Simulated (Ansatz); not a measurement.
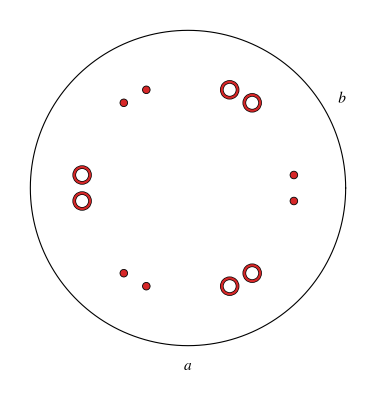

Stereographic projection: filled dots lie in the upper hemisphere, open rings in the lower. The c axis points at the viewer. The poles are all faces of one general form. Computed from the symmetry operations of a computed or model structure of composition PtSe2.

Which point group is this?

-3m (D3d), order 12, trigonal system: one threefold axis, three twofold axes, three mirror planes, an inversion centre.

Can such a crystal be piezoelectric, pyroelectric or chiral?

It is centrosymmetric, so neither piezoelectric nor pyroelectric; it is not chiral.
